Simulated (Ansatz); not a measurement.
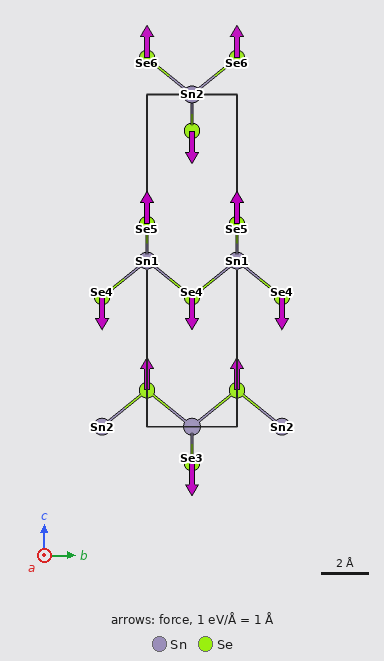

Starting geometry of solid SnSe2 (a generated structure, set up in P4_2/nmc) (coarse preliminary run) with the computed forces as purple arrows. The picture is a ball-and-stick view of the cell of the calculation, seen along the a axis.

Case: Ge → Sn, S → Se on all its sites, cell and atoms relaxed.

Computed with DFT PBE, scalar-relativistic, plane waves, PAW (Ansatz 0.2.0).

The input:
```yaml
crystal:
  lattice:
    - [3.8524471397, 0.0, 0.0]
    - [0.0, 3.8524471397, 0.0]
    - [0.0, 0.0, 14.2295959263]
  atoms:
    - { symbol: Sn, position: [0.0, 0.0, 0.5] }
    - { symbol: Sn, position: [0.5, 0.5, 0.0] }
    - { symbol: Se, position: [0.0, 0.5, 0.8903888694] }
    - { symbol: Se, position: [0.0, 0.5, 0.3903888694] }
    - { symbol: Se, position: [0.5, 0.0, 0.6096111306] }
    - { symbol: Se, position: [0.5, 0.0, 0.1096111306] }
basis:
  ecutwfc: 420
kpoints:
  mp_grid: { grid: [6, 6, 2] }
hamiltonian:
  xc: pbe
scf:
  occupations: { method: gaussian, width: 0.1 }
output:
  forces: true
  stress: true
  eigenvalues: true
relax:
  adjacent_minimum: "off"
  f_tol: 0.05
  max_steps: 60
  cell: { stress_tol: 0.5 }
```

Run as
```bash
ansatz run input.yaml --threads 1 --pin off --max-ram 2560MiB --backend cpu --events-out ev --progress --plain --runs-dir out
```

Is this structure relaxed? If not, where do the atoms go?

It isn't relaxed: the largest force vector, on Se atoms, is 1.44 eV/Å. The atoms end up moving mostly along the starting forces (cosine between the two patterns 1.00). After 3 accepted moves (4 points after the start) the energy has fallen by 71.1 meV per atom. The largest force component goes from 1.4 to 0.0064 eV/Å. The pressure goes from 5.48 to −0.13 GPa. At 1 point the geometry stayed and the basis and grid were re-selected for the new cell (energy shift of 0.2 meV per atom at most each time). The largest moves relative to the cell, 0.12 Å, are those of Se3, Se4, Se5 and Se6. Se6 goes along +c. Sn stays in place. Cell: a = b 3.852 → 3.971 Å (+3.1 %), c 14.230 → 13.933 Å (−2.1 %). Volume +4.0 %. Among the contacts that change: Sn1–Se4 2.479 → 2.582 Å. The space group stays P4_2/nmc (No. 137). The run took 2.3 min on 1 thread of Arm Neoverse N1, with other jobs on the host, peak memory 0.53 GiB.
